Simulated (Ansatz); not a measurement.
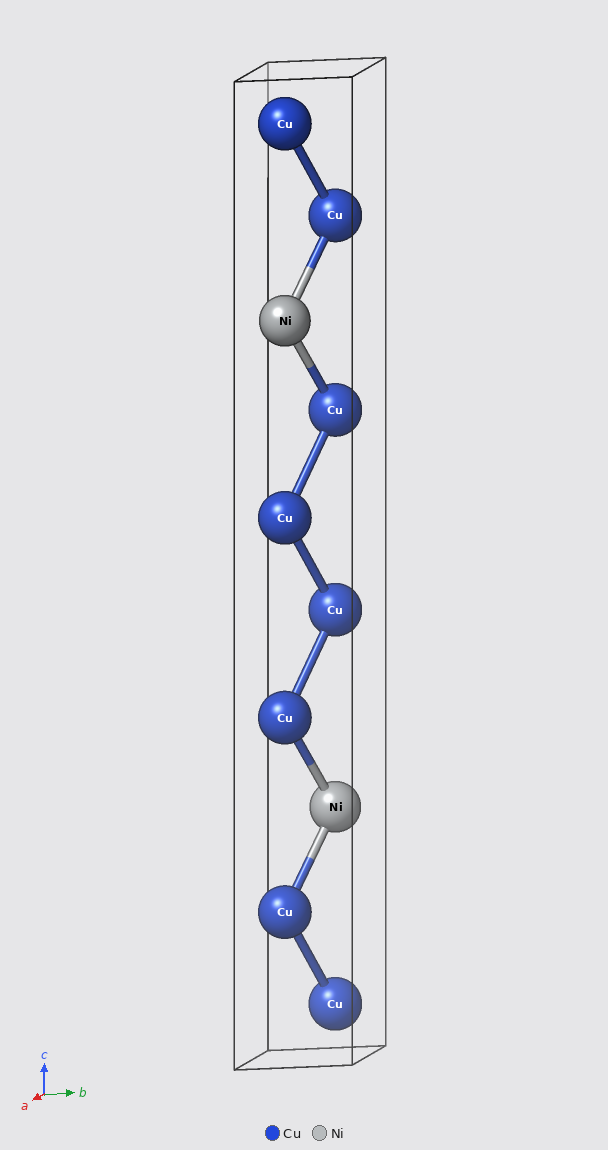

View slightly off an axis, drawn as a ball-and-stick model. The frame is the conventional unit cell; atoms at its boundary are shown with their periodic copies. Cell: a = 2.54 Å, b = 2.54 Å, c = 20.97 Å, α = 90.00°, β = 90.00°, γ = 120.00°.

The cell started as a structure type filled with these elements by a generator (whether the compound takes this form wasn't checked). Earlier steps of the study may have refined or changed the cell and positions. It was run through Ansatz as a DFT input.

State composition, symmetry and coordination.

Answer. It has the composition Cu4Ni. The space group is P6_3/mmc (No. 194); the lattice is primitive hexagonal. With Z = 2, the cell contains 8 Cu, 2 Ni. Ni is linked to six Cu and six Ni in an anticuboctahedral arrangement (about 2.5 Å to Cu, 2.5 Å to Ni). Cu takes two kinds of site: 4f with twelve Cu in an anticuboctahedral arrangement at about 2.5 Å; 4f with nine Cu and three Ni in an anticuboctahedral arrangement (about 2.6 Å to Cu, 2.5 Å to Ni). The bonds build a three-dimensional framework.

Theory: DFT PBE, scalar-relativistic, plane waves, PAW (Ansatz). Numerical settings: 420 eV cutoff, 18×18×2 k-mesh, Gaussian smearing of 0.1 eV, no spin polarisation (a spin-restricted run, not always the ground state).

Is it conducting or gapped at this level?

Answer. A metal: bands cross the Fermi level.

Predict the Bader charges.

Answer. Cu +0.01 e; Ni -0.05 e.

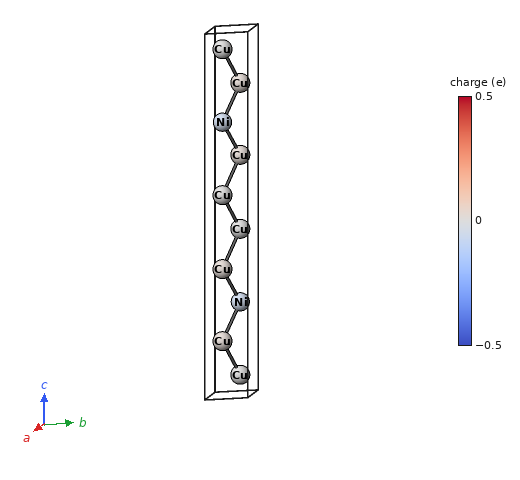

The atoms coloured by those charges. The run's cell of 10 atoms is drawn.

Are forces and stress small enough to call this relaxed?

Answer. Yes. All forces vanish to within 0.01 eV/Å. The pressure is 0.0 GPa, close to zero.
